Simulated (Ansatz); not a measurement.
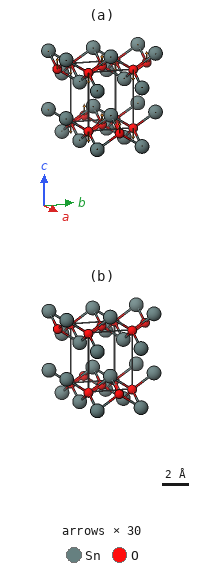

The structure of solid SnO (set up in Pmmn) before (top) and after (bottom) a relaxation, at one scale. The orange arrows give the displacements (the part carried along by the change of the cell is left out), magnified 30 times.

A ball-and-stick model of the cell of the calculation, seen slightly off an axis.

Case: uniaxial strain along a of +4.0 %; b, c and atoms relaxed.

Level of theory: DFT PBEsol, scalar-relativistic, plane waves, PAW (Ansatz 0.2.0).

The input:
```yaml
crystal:
  lattice:
    - [3.9575057418, 0.0, 0.0]
    - [0.0, 3.7672410427, 0.0]
    - [0.0, 0.0, 4.7058972727]
  atoms:
    - { symbol: Sn, position: [0.0, 0.5, 0.2421499067] }
    - { symbol: Sn, position: [0.5, 0.0, 0.7578500933] }
    - { symbol: O, position: [0.5, 0.5, 0.0070898437] }
    - { symbol: O, position: [0.0, 0.0, -0.0070898437] }
basis:
  ecutwfc: 420
kpoints:
  mp_grid: { grid: [14, 14, 12] }
hamiltonian:
  xc: pbesol
scf:
  occupations: { method: gaussian, width: 0.1 }
output:
  forces: true
  stress: true
  eigenvalues: true
relax:
  adjacent_minimum: "off"
  f_tol: 0.008
  max_steps: 40
  cell: { stress_tol: 0.015, fix: [a, angles] }
```

Run as
```bash
ansatz run input.yaml --threads 1 --pin off --max-ram 2560MiB --backend cpu --events-out ev --progress --plain --runs-dir out
```

Summarise the run.

Answer. The run was cut off at its time limit before the relaxation converged, so the last structure is only a point on the way. After 3 accepted moves (4 points after the start) the energy has fallen by 15.0 meV per cell of the calculation. Largest force component: 0.13 eV/Å at the start, 0.00079 eV/Å at the end. Pressure: −2.06 GPa at the start and −0.38 GPa at the end. The line search rejected the trial step at point 3 of the run. The largest moves relative to the cell, 0.032 Å, are those of O3 and O4. O3 goes along +c. Largest moves by element: O 0.032 Å, Sn 0.004 Å. The drawn cell changes as follows: a unchanged at 3.958 Å, b 3.767 → 3.682 Å (−2.3 %), c 4.706 → 4.749 Å (+0.9 %); the volume changes by −1.4 %. Near-neighbour distances that change, for instance: Sn1–O4 2.219 → 2.204 Å, Sn1–O3 2.267 → 2.255 Å. Among the angles between lasting bonds that change: Sn2–O3–Sn2 116.2° → 113.3°, O4–Sn1–O4 116.2° → 113.3°. The space group stays Pmmn (No. 59).
